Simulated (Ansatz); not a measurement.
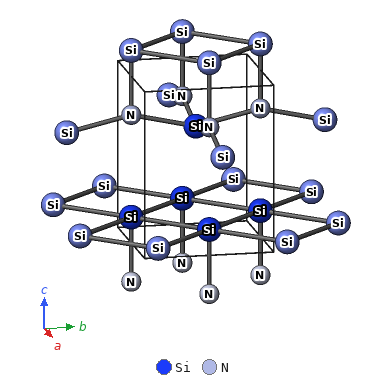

Crystal structure, ball-and-stick style, seen slightly off an axis. The frame is the conventional unit cell; atoms at its boundary are shown with their periodic copies. Bonded atoms from the next cells complete the picture, in fainter colours. Cell: a = 3.60 Å, b = 3.60 Å, c = 4.68 Å, α = 90.00°, β = 90.00°, γ = 90.00°.

Provenance: a random cell made by a generator, so it need not be a real form of the compound. Earlier steps of the study, as a rule a relaxation of our own, may have changed the cell and positions, so they can lie some per cent off the listed ones. It went into a calculation with Ansatz.

Q: In words:

A: This is Si$_{3}$N$_{2}$. It is primitive tetragonal, space group P4mm (No. 99). Cell content 3 Si, 2 N; Z = 1. As the bonds are drawn, the neighbour counts come to Si 4 to 5 (mean 4.7) and N 3.

The calculation used DFT PBE, scalar-relativistic, plane waves, PAW in Ansatz 0.2.0, with 420 eV cutoff, Brillouin-zone sampling on a 10×10×8 mesh, Gaussian smearing of 0.1 eV, no spin polarisation.

Q: Classify it as metallic or gapped, with the value.

A: A metal: bands cross the Fermi level.

Q: List the Bader charges.

A: Si +0.66 to +2.63 e; N -1.98 e.

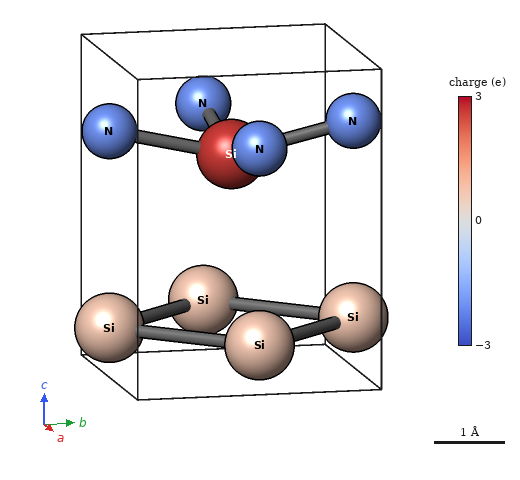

The atoms coloured by those charges. The run's cell of 5 atoms is drawn.

Q: Can this geometry be taken as optimised?

A: Yes. All forces vanish to within 0.01 eV/Å. The pressure is 0.0 GPa, close to zero.
